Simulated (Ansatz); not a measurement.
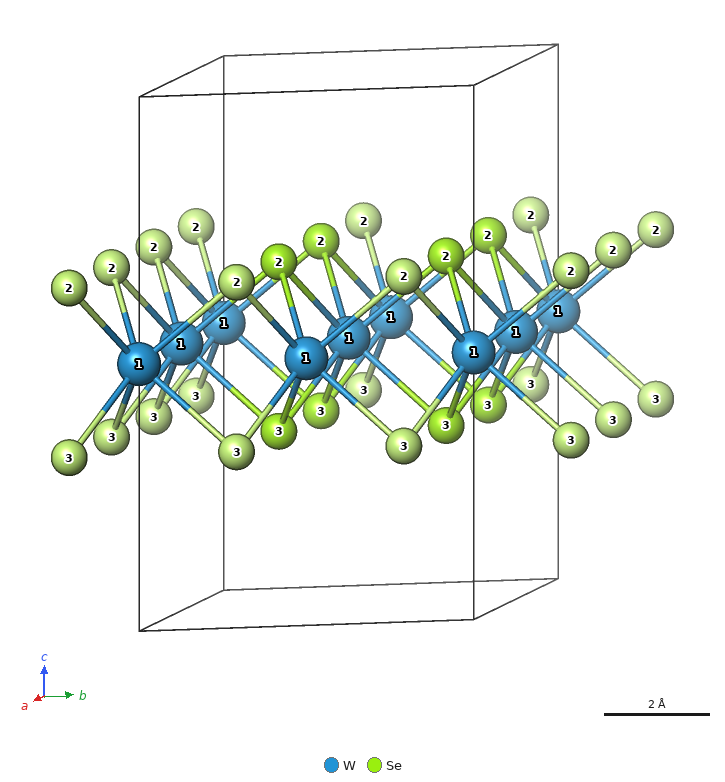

Fig. 1: The starting structure (ball-and-stick view of the 2 × 2 repeat of the cell, with the vacuum cut short, seen slightly off an axis; neighbours outside the cell are drawn fainter; atoms are numbered from 1 in the order of the input). An atom can appear more than once, as a periodic image. Near neighbours in the periodic cell (some may lie outside the picture): W has 6 Se at 2.51 Å; Se has 3 W at 2.51 Å.

**WSe2: geometry relaxation**

System: WSe2 (P-6m2, 3 atoms in the cell).
Method: DFT r2SCAN, scalar-relativistic, plane waves, PAW, no spin polarisation (Ansatz 0.2.0).

The structure derives from a Materials Project entry. It belongs to a series of runs on one base structure; here: strain along c alone, the other axes held, atoms relaxed: -4.0 %. Figures and captions count atoms from 1; the log counts them from 0 in places.

Output:
```
Warning: output.stress: scf.convergence.dr2_threshold = 6.4e-8 eV (the default of a walk held to its f_tol) is looser than the 3e-10 eV advised for a printed stress (1e-10 eV for each atom of the cell: 3). What an SCF threshold leaves in a stress goes as its square root, and in the free energy as the threshold itself, and one threshold admits the most on a small cell: of the crystals measured, under no hybrid functional and no lock of the moments, on runs that ended without the residual-converged pass, on stresses that held no estimate of that error, the worst erred by over 100 MPa in a component at 1e-7 eV an atom and by under 5 at 1e-10. Every solve of this run answers to scf.convergence.dr2_threshold, and the tensor of one is reported: a single SCF on the reported geometry and on this run's grids (its basis.xc_grid and basis.ecutrho_ratio typed), with scf.convergence.dr2_threshold at 3e-10 eV or tighter, prints it and tightens no other solve. Else set scf.convergence.dr2_threshold to 3e-10 eV or tighter. The threshold is an SCF's pass mark: one that does not reach it within its budget of iterations ends unconverged, or closes short of it on a stop that the run arms, and scf.convergence.dr2_threshold's page says what that costs each kind of run
Engine: ansatz 0.2.0, x86_64-unknown-linux-gnu
Pseudopotentials: kind: paw
Pseudopotential: W, paw, valence charge 14, recommended cutoff 500 eV (meta_gga), W.paw.azcp
Pseudopotential: Se, paw, valence charge 16, recommended cutoff 500 eV (meta_gga), Se.paw.azcp
Functional definition: r2SCAN
  parameter k0 = 0.174
  parameter k1 = 0.065
  parameter a1 = 4.9479
  exchange = r2scan_x(k0 = k0, k1 = k1, a1 = a1)
  correlation = r2scan_c
Crystal: 3 atoms, lattice volume = 152.140 Å³
Basis set: ecut = 500 eV, 3827 PW (Γ), exchange–correlation on 100×100×480 points (64 copies of the dense FFT grid, shifted against one another)
Bands: 28, of which v1, the nominal top of the filled ones, is band 23 counted from 1 (22 counted from 0)
Symmetry: 12 space group operations
Space group: P-6m2 (ITA 187), of the structure as read, at distance tolerance 5.3e-5 Å
k-points: 38 of 288 (time reversal used)
Non-local potential: W, projectors of the file, l = 0: 3, l = 1: 2, l = 2: 2, l = 3: 1
Non-local potential: Se, projectors of the file, l = 0: 2, l = 1: 2, l = 2: 3, l = 3: 1
PAW form: soft (Blöchl's): semilocal exchange-correlation on the pseudo side does not see the compensation charge
PAW frozen core: W, regenerated for the run's functional (the file was generated under x = pbe(κ = 0.804, μ = 0.2195149727645171), c = pbe(β = 0.06672455060314922))
PAW frozen core: Se, regenerated for the run's functional (the file was generated under x = pbe(κ = 0.804, μ = 0.2195149727645171), c = pbe(β = 0.06672455060314922))
PAW one-centre angular grid: W, 590 points (default); XC on 160 Gauss nodes
PAW one-centre angular grid: Se, 590 points (default); XC on 160 Gauss nodes
Initial density: superposition of atomic densities (neutral atoms: chi_scale 0, normalization atom), corrected by the library's trained network
Initial wavefunctions: pseudopotential atomic-orbital guess
Functional: x = r2scan, c = r2scan; τ floored in thin density (d = 2e-4 eV/Å³)
SCF iter   1: F=—  HF=-21355.255145 eV  |F-HF|=—  |Δ(HF+E_count)|=         —  Δρ=3.50e-3  dr2=7.30e-3  dr2_τ=4.95e-2  ethr=1.77e-3  ⟨swp⟩=8.9  Hψ=5195  notcnv=0
preconditioner: auto → Resta (q_TF=auto, 2.235 Å⁻¹)  ε∞=2.8  [insulator: Δε(μ)=1.556 eV  Ē_g=9.423 eV  σ=0.020 eV  W_gap=1.00  n_scr=28 (ndim 8)  ℏωp=12.8 eV  f_vac=0.593  D(μ)=0.00/eV (n_scr^D=0)  ε∞_Penn≈2.8  vacuum switching on, ρ_ref=6.4e-3 e/Å³]
SCF iter   2: F=—  HF=-21355.316324 eV  |F-HF|=—  |Δ(HF+E_count)|=   6.12e-2  Δρ=2.24e-3  dr2=2.85e-3  dr2_τ=3.18e-4  ethr=1.59e-5  ⟨swp⟩=3.1  Hψ=2787  notcnv=0  defer=38
SCF iter   3: F=—  HF=-21355.321022 eV  |F-HF|=—  |Δ(HF+E_count)|=   4.70e-3  Δρ=6.87e-4  dr2=2.97e-4  dr2_τ=3.34e-5  ethr=6.20e-6  ⟨swp⟩=2.9  Hψ=1567  notcnv=0  defer=38
SCF iter   4: F=—  HF=-21355.321741 eV  |F-HF|=—  |Δ(HF+E_count)|=   7.19e-4  Δρ=1.69e-4  dr2=1.17e-4  dr2_τ=1.10e-5  ethr=6.46e-7  ⟨swp⟩=3.0  Hψ=2175  notcnv=0  defer=38
SCF iter   5: F=—  HF=-21355.321727 eV  |F-HF|=—  |Δ(HF+E_count)|=   1.43e-5  Δρ=6.35e-5  dr2=9.69e-6  dr2_τ=5.19e-7  ethr=2.55e-7  ⟨swp⟩=2.0  Hψ=1274  notcnv=0  defer=38
SCF iter   6: F=-21355.321764 eV  HF=-21355.321761 eV  |F-HF|=2.69e-6  |Δ(HF+E_count)|=   3.44e-5  Δρ=1.92e-5  dr2=9.17e-7  dr2_τ=5.74e-8  ethr=3.48e-9  ⟨swp⟩=11.3  Hψ=5686  notcnv=0
SCF 1 converged in 6 iterations: F = -21355.321764 eV  dr2 = 9.17e-7
  greatest PAW one-centre occupation: 1.000 electrons in one spin orbital (limit 2), on the Se atom at site 1 (counted from 0), in its partial waves of l = 2
relax step   1: F+E_penalty+E_count = -21355.32176390 eV  Δ(F+E_penalty+E_count) = +0.000e0 eV  max|allowed force component| = 6.480e-1 eV/Å  Δτ_max = 0.0000 Å  (6 SCF iters, dr2 threshold 1.60e-6 eV, accepted)
Initial density: handed on by an earlier stage of this run
Initial wavefunctions: those handed on with the density
iter 1 solved again at ethr=1.16e-4 eV; its pass at ethr=3.10e-3 eV (dr2=5.32e-2 eV) is discarded
SCF iter   1: F=—  HF=-21355.348556 eV  |F-HF|=—  |Δ(HF+E_count)|=         —  Δρ=4.25e-3  dr2=4.55e-2  dr2_τ=3.44e-2  ethr=1.16e-4  ⟨swp⟩=2.0  Hψ=4119  notcnv=0  defer=38
preconditioner: auto → Resta (q_TF=auto, 2.235 Å⁻¹)  ε∞=3.0  [insulator: Δε(μ)=1.719 eV  Ē_g=9.121 eV  σ=0.020 eV  W_gap=1.00  n_scr=28 (ndim 8)  ℏωp=12.8 eV  f_vac=0.583  D(μ)=0.00/eV (n_scr^D=0)  ε∞_Penn≈3.0  vacuum switching on, ρ_ref=6.0e-3 e/Å³]
SCF iter   2: F=—  HF=-21355.309039 eV  |F-HF|=—  |Δ(HF+E_count)|=   3.95e-2  Δρ=2.41e-3  dr2=2.08e-2  dr2_τ=3.10e-3  ethr=9.88e-5  ⟨swp⟩=3.0  Hψ=1668  notcnv=0  defer=38
SCF iter   3: F=—  HF=-21355.306941 eV  |F-HF|=—  |Δ(HF+E_count)|=   2.10e-3  Δρ=1.36e-3  dr2=2.35e-3  dr2_τ=9.52e-5  ethr=4.52e-5  ⟨swp⟩=2.0  Hψ=1430  notcnv=0  defer=38
SCF iter   4: F=—  HF=-21355.307450 eV  |F-HF|=—  |Δ(HF+E_count)|=   5.09e-4  Δρ=2.89e-4  dr2=1.15e-4  dr2_τ=3.96e-6  ethr=5.11e-6  ⟨swp⟩=2.0  Hψ=1527  notcnv=0  defer=38
SCF iter   5: F=-21355.307531 eV  HF=-21355.307521 eV  |F-HF|=9.14e-6  |Δ(HF+E_count)|=   7.11e-5  Δρ=7.83e-5  dr2=1.50e-5  dr2_τ=1.00e-6  ethr=5.70e-8  ⟨swp⟩=12.0  Hψ=5899  notcnv=0
SCF 2 converged in 5 iterations: F = -21355.307531 eV  dr2 = 1.50e-5
  greatest PAW one-centre occupation: 1.000 electrons in one spin orbital (limit 2), on the Se atom at site 2 (counted from 0), in its partial waves of l = 2
relax step   2: F+E_penalty+E_count = -21355.30753051 eV  Δ(F+E_penalty+E_count) = +1.423e-2 eV  max|allowed force component| = 7.769e-1 eV/Å  Δτ_max = 0.0791 Å  (5 SCF iters, dr2 threshold 2.62e-5 eV, rejected (line search))
SCF iter   1: F=—  HF=-21355.330345 eV  |F-HF|=—  |Δ(HF+E_count)|=         —  Δρ=2.39e-3  dr2=1.25e-2  dr2_τ=1.14e-2  ethr=3.39e-4  ⟨swp⟩=4.2  Hψ=2542  notcnv=0  defer=38
preconditioner: auto → Resta (q_TF=auto, 2.235 Å⁻¹)  ε∞=2.9  [insulator: Δε(μ)=1.617 eV  Ē_g=9.259 eV  σ=0.020 eV  W_gap=1.00  n_scr=28 (ndim 8)  ℏωp=12.8 eV  f_vac=0.591  D(μ)=0.00/eV (n_scr^D=0)  ε∞_Penn≈2.9  vacuum switching on, ρ_ref=6.2e-3 e/Å³]
SCF iter   2: F=—  HF=-21355.343449 eV  |F-HF|=—  |Δ(HF+E_count)|=   1.31e-2  Δρ=1.19e-3  dr2=3.50e-3  dr2_τ=7.19e-4  ethr=2.72e-5  ⟨swp⟩=2.9  Hψ=1982  notcnv=0  defer=38
SCF iter   3: F=—  HF=-21355.343218 eV  |F-HF|=—  |Δ(HF+E_count)|=   2.32e-4  Δρ=7.12e-4  dr2=7.29e-4  dr2_τ=3.90e-5  ethr=7.60e-6  ⟨swp⟩=2.0  Hψ=1442  notcnv=0  defer=38
SCF iter   4: F=—  HF=-21355.343317 eV  |F-HF|=—  |Δ(HF+E_count)|=   9.90e-5  Δρ=2.50e-4  dr2=7.62e-5  dr2_τ=2.90e-6  ethr=1.58e-6  ⟨swp⟩=2.0  Hψ=1496  notcnv=0  defer=38
SCF iter   5: F=—  HF=-21355.343375 eV  |F-HF|=—  |Δ(HF+E_count)|=   5.86e-5  Δρ=5.61e-5  dr2=5.11e-6  dr2_τ=1.05e-7  ethr=1.66e-7  ⟨swp⟩=2.0  Hψ=1870  notcnv=0  defer=38
SCF iter   6: F=—  HF=-21355.343379 eV  |F-HF|=—  |Δ(HF+E_count)|=   3.49e-6  Δρ=1.56e-5  dr2=4.62e-7  dr2_τ=1.39e-8  ethr=1.11e-8  ⟨swp⟩=2.0  Hψ=1368  notcnv=0  defer=38
SCF iter   7: F=-21355.343380 eV  HF=-21355.343380 eV  |F-HF|=9.67e-8  |Δ(HF+E_count)|=   9.28e-7  Δρ=3.27e-6  dr2=3.30e-8  dr2_τ=1.00e-9  ethr=2.17e-10  ⟨swp⟩=13.0  Hψ=5488  notcnv=0
SCF 3 converged in 7 iterations: F = -21355.343380 eV  dr2 = 3.30e-8
relax step   3: F+E_penalty+E_count = -21355.34337980 eV  Δ(F+E_penalty+E_count) = -2.162e-2 eV  max|allowed force component| = 2.001e-2 eV/Å  Δτ_max = 0.0328 Å  (7 SCF iters, accepted)
SCF iter   1: F=—  HF=-21355.343374 eV  |F-HF|=—  |Δ(HF+E_count)|=         —  Δρ=5.80e-5  dr2=7.24e-6  dr2_τ=6.46e-6  ethr=1.51e-7  ⟨swp⟩=2.1  Hψ=2139  notcnv=0  defer=38
preconditioner: auto → Resta (q_TF=auto, 2.235 Å⁻¹)  ε∞=2.9  [insulator: Δε(μ)=1.645 eV  Ē_g=9.286 eV  σ=0.020 eV  W_gap=1.00  n_scr=28 (ndim 8)  ℏωp=12.8 eV  f_vac=0.590  D(μ)=0.00/eV (n_scr^D=0)  ε∞_Penn≈2.9  vacuum switching on, ρ_ref=6.3e-3 e/Å³]
SCF iter   2: F=—  HF=-21355.343402 eV  |F-HF|=—  |Δ(HF+E_count)|=   2.81e-5  Δρ=2.96e-5  dr2=2.09e-6  dr2_τ=4.28e-7  ethr=1.57e-8  ⟨swp⟩=2.1  Hψ=1715  notcnv=0  defer=37
SCF iter   3: F=—  HF=-21355.343402 eV  |F-HF|=—  |Δ(HF+E_count)|=   7.52e-8  Δρ=1.76e-5  dr2=4.27e-7  dr2_τ=2.30e-8  ethr=4.55e-9  ⟨swp⟩=2.0  Hψ=1290  notcnv=0  defer=37
SCF iter   4: F=-21355.343402 eV  HF=-21355.343402 eV  |F-HF|=1.06e-8  |Δ(HF+E_count)|=   9.99e-8  Δρ=6.17e-6  dr2=4.45e-8  dr2_τ=1.39e-9  ethr=1.39e-10  ⟨swp⟩=8.1  Hψ=5369  notcnv=0
SCF 4 converged in 4 iterations: F = -21355.343402 eV  dr2 = 4.45e-8
relax step   4: F+E_penalty+E_count = -21355.34340179 eV  Δ(F+E_penalty+E_count) = -2.200e-5 eV  max|allowed force component| = 1.672e-4 eV/Å  Δτ_max = 0.0011 Å  (4 SCF iters, accepted)
iter 1 solved again at ethr=9.70e-11 eV; its pass at ethr=3.10e-3 eV (dr2=4.46e-8 eV) is discarded
SCF iter   1: F=—  HF=-21355.343402 eV  |F-HF|=—  |Δ(HF+E_count)|=         —  Δρ=6.17e-6  dr2=4.45e-8  dr2_τ=1.39e-9  ethr=9.70e-11  ⟨swp⟩=1.0  Hψ=4550  notcnv=0
preconditioner: auto → Resta (q_TF=auto, 2.235 Å⁻¹)  ε∞=2.9  [insulator: Δε(μ)=1.644 eV  Ē_g=9.284 eV  σ=0.020 eV  W_gap=1.00  n_scr=28 (ndim 8)  ℏωp=12.8 eV  f_vac=0.590  D(μ)=0.00/eV (n_scr^D=0)  ε∞_Penn≈2.9  vacuum switching on, ρ_ref=6.3e-3 e/Å³]
SCF iter   2: F=-21355.343402 eV  HF=-21355.343402 eV  |F-HF|=6.04e-9  |Δ(HF+E_count)|=   1.16e-8  Δρ=3.45e-6  dr2=1.33e-8  dr2_τ=4.30e-10  ethr=9.68e-11  ⟨swp⟩=6.0  Hψ=3704  notcnv=0
SCF 5 converged in 2 iterations: F = -21355.343402 eV  dr2 = 1.33e-8
```

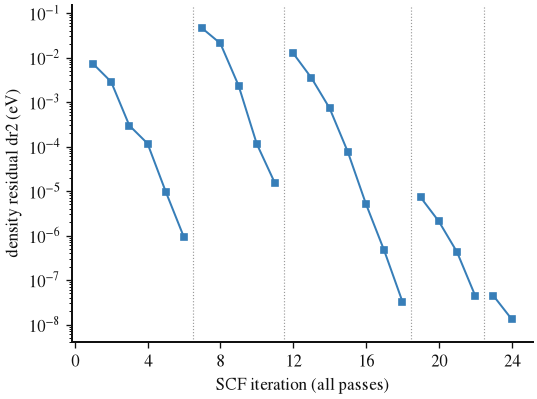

Fig. 2: Convergence of the self-consistent field: density residual dr2 against the SCF iteration. Dotted lines part the SCF passes that the log prints in full.

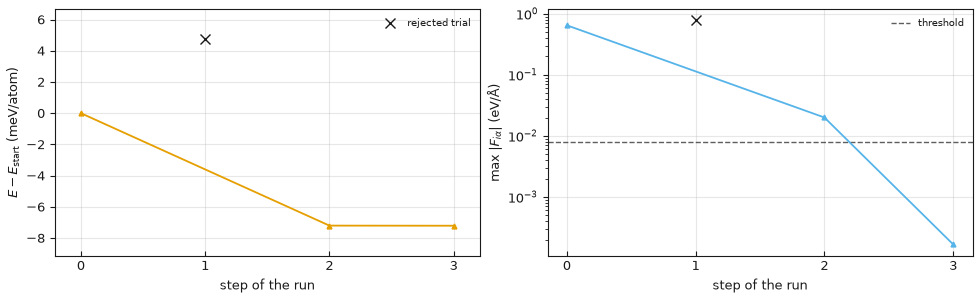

Fig. 3: Progress of the relaxation, step by step (the first geometry is step 0 here and step 1 in the log).

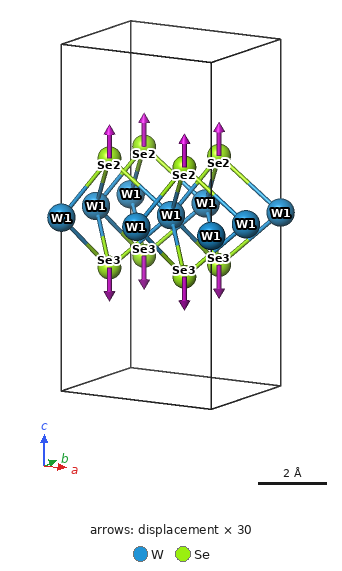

Fig. 4: The starting structure with the displacements as pink arrows, magnified 30 times (ball-and-stick view of the 2 × 2 repeat of the cell, with the vacuum cut short, seen slightly off an axis). The largest moves, 0.034 Å, are those of Se2 and Se3. W stays in place. The cell doesn't change. Among the contacts that change: W1–Se2 2.512 → 2.534 Å. The space group stays P-6m2 (No. 187). Over 3 geometry steps the energy falls by 7.2 meV per atom. Largest force component: 0.65 eV/Å at the start, 0.00017 eV/Å at the end. The line search rejected the trial step at point 1 (counted from 0) and went back. (Atoms are counted from 1 in the order of the input.)

```
SCF converged after 2 iterations
Free energy (F): -21355.343402 eV
Harris-Foulkes:  -21355.343402 eV  (|F-HF|=6.04e-9)
Internal energy: -21355.343402 eV  (E = F + TS)
E sigma→0 (E₀):  -21355.343402 eV
Fermi energy:    2.598783 eV
--- Per-component energies (eV) ---
  E_band       = -1373.610121
  E_kinetic    = 689.760433
  E_local      = -30120.323926  (includes V_loc(G=0)·N_el)
  E_nonlocal   = -1188.314505
  E_hartree    = 14706.991886
  E_xc         = -446.135895
  E_vxc        = -472.305768  (∫ρ·V_xc dr)
  E_paw        = -12443.733510  (= ΣΔE_a)
  E_vpaw       = 279.582479  (= ΣTr[D̂ρ^β])
  E_aug_tail   = -0.000481  (compensation charges beyond the density's cutoff)
  E_vtau       = 24.008760  (kinetic-family band-sum trace: ∫τ·v_τ [+ j·A + Jᵃ·Aᵃ] dr)
  E_ewald      = 7450.530086
  E_core_change = -4.117489  (= ΣΔE_core)
  E_smearing   = -0.000000  (= −TS)
  E_closure    = 0.000000  (closes the sum)
  Σ components = -21355.343402   (vs F -21355.343402, Δ=0.00e0)
--- Forces (eV/Å), atoms counted from 1 ---
  atom   1  W      0.00000000    -0.00000000     0.00000000
  atom   2  Se     0.00000000     0.00000000     0.00013575
  atom   3  Se     0.00000000     0.00000000    -0.00013575
  max |Σ_I F_I| component: 3.70e-17 eV/Å
--- Stress (GPa, compression-positive) ---
        0.000229       0.000000      -0.000000
       -0.000000       0.000229       0.000000
       -0.000000       0.000000       0.000586
  P = ⅓ Tr σ = 0.0003 GPa (0.003 kbar)
--- Band table (eV; the first three rows and the last of 38) ---
  k-point 0: bands = ["-74.1419", "-46.6012", "-46.6012", "-46.6004", "-46.6004", "-46.5672", "-46.5672", "-46.5657", "-46.5657", "-46.5522", "-46.5496", "-37.7666", "-37.6608", "-37.6608", "-13.6106", "-12.2472", "-4.6301", "-0.7703", "-0.7703", "-0.4492", "0.4007", "0.4007", "1.5176", "4.8692", "4.8692", "5.0487", "5.0487", "6.6271"]
  k-point 1: bands = ["-74.1419", "-46.6012", "-46.6012", "-46.6004", "-46.6004", "-46.5672", "-46.5672", "-46.5657", "-46.5657", "-46.5522", "-46.5496", "-37.7666", "-37.6608", "-37.6608", "-13.6106", "-12.2472", "-4.6301", "-0.7703", "-0.7703", "-0.4492", "0.4007", "0.4007", "1.5177", "4.8692", "4.8692", "5.0487", "5.0487", "6.7525"]
  k-point 2: bands = ["-74.1412", "-46.6011", "-46.6008", "-46.6005", "-46.6001", "-46.5673", "-46.5673", "-46.5659", "-46.5658", "-46.5521", "-46.5494", "-37.7633", "-37.6766", "-37.6644", "-13.5039", "-12.1954", "-4.4950", "-1.0822", "-0.7269", "-0.6691", "0.2218", "0.4754", "1.4737", "4.6567", "4.6727", "4.9119", "5.0570", "6.9080"]
  k-point 37: bands = ["-74.1302", "-46.5995", "-46.5979", "-46.5978", "-46.5976", "-46.5694", "-46.5682", "-46.5670", "-46.5669", "-46.5500", "-46.5470", "-37.8360", "-37.8085", "-37.7102", "-11.2904", "-11.1361", "-3.7858", "-3.6819", "-2.7385", "-2.1606", "-1.6406", "-0.6742", "1.7767", "3.4209", "4.8945", "5.4989", "7.0155", "8.1225"]
--- Relaxed structure (4 steps of the walk, 3 accepted, 0 SCFs on fresh bases) ---
  F+E_penalty+E_count = -21355.34340179 eV   max|allowed force component| = 1.672e-4 eV/Å
  atoms:
    - { symbol: W, position: [-3.0814879110195774e-33, -2.8783559898885975e-17, 3.1110659600057396e-35] }
    - { symbol: Se, position: [0.3333333333333333, 0.6666666666666666, 0.10385754048847134] }
    - { symbol: Se, position: [0.3333333333333333, 0.6666666666666666, 0.8961424595115288] }
```

Trajectory as extended XYZ (Å, eV, eV/Å), 4 frames, from step=1 to step=4:
```
3
Lattice="3.3144 0.0000 0.0000 -1.6572 2.8703 0.0000 0.0000 0.0000 15.9923" Properties=species:S:1:pos:R:3:forces:R:3 step=1 energy=-21355.32176
W     0.0000    0.0000    0.0000    0.0000   0.0000   0.0000
Se    0.0000    1.9135    1.6270    0.0000   0.0000   0.6480
Se    0.0000    1.9135   14.3653    0.0000   0.0000  -0.6480
3
Lattice="3.3144 0.0000 0.0000 -1.6572 2.8703 0.0000 0.0000 0.0000 15.9923" Properties=species:S:1:pos:R:3:forces:R:3 step=2 energy=-21355.30753 accepted=F
W     0.0000    0.0000    0.0000    0.0000   0.0000   0.0000
Se    0.0000    1.9135    1.7061    0.0000   0.0000  -0.7769
Se    0.0000    1.9135   14.2862    0.0000   0.0000   0.7769
3
Lattice="3.3144 0.0000 0.0000 -1.6572 2.8703 0.0000 0.0000 0.0000 15.9923" Properties=species:S:1:pos:R:3:forces:R:3 step=3 energy=-21355.34338
W     0.0000    0.0000    0.0000    0.0000   0.0000   0.0000
Se    0.0000    1.9135    1.6598    0.0000   0.0000   0.0200
Se    0.0000    1.9135   14.3325    0.0000   0.0000  -0.0200
3
Lattice="3.3144 0.0000 0.0000 -1.6572 2.8703 0.0000 0.0000 0.0000 15.9923" Properties=species:S:1:pos:R:3:forces:R:3 step=4 energy=-21355.34340
W     0.0000    0.0000    0.0000    0.0000   0.0000   0.0000
Se    0.0000    1.9135    1.6609    0.0000   0.0000   0.0002
Se    0.0000    1.9135   14.3314    0.0000   0.0000  -0.0002
```

This output came from the following input.

The input:
```yaml
crystal:
  lattice:
    - [3.314363606, 0.0, 0.0]
    - [-1.657181803, 2.8703230802, 0.0]
    - [0.0, 0.0, 15.992328954]
  atoms:
    - { symbol: W, position: [0.0, 0.0, 0.0] }
    - { symbol: Se, position: [0.3333333333, 0.6666666667, 0.1017380395] }
    - { symbol: Se, position: [0.3333333333, 0.6666666667, 0.8982619605] }
basis:
  ecutwfc: 500
kpoints:
  mp_grid: { grid: [12, 12, 2] }
hamiltonian:
  xc: r2scan
scf:
  occupations: { method: gaussian, width: 0.02 }
output:
  forces: true
  stress: true
  eigenvalues: true
relax:
  adjacent_minimum: "off"
  f_tol: 0.008
  max_steps: 40
```

Command:
```bash
ansatz run input.yaml --threads 1 --pin off --max-ram 2560MiB --backend cpu --events-out ev --progress --plain --runs-dir out
```

Results in brief:

```tsv
quantity	value
outcome	converged
space group (tolerance 0.01 Å)	P-6m2 (187)
electrons treated	46
free energy	−21355.3434 eV
Fermi energy	2.599 eV
gap on the k-point mesh	1.64 eV
pressure	0.00 GPa
final volume	152.14 Å³
largest force (length of the vector) at the end	under 0.001 eV/Å
final cell	a = 3.314 Å, b = 3.314 Å, c = 15.992 Å, α = 90.00°, β = 90.00°, γ = 120.00°
hardware	1 thread of Intel Xeon @ 2.50GHz (Skylake/Cascade Lake), 189 GiB of memory available, shared host
wall time	3.7 min
peak memory	0.76 GiB
```

Warnings of the run: the SCF threshold is looser than advised for the printed stress. Spin–orbit coupling is left out, which matters for W.
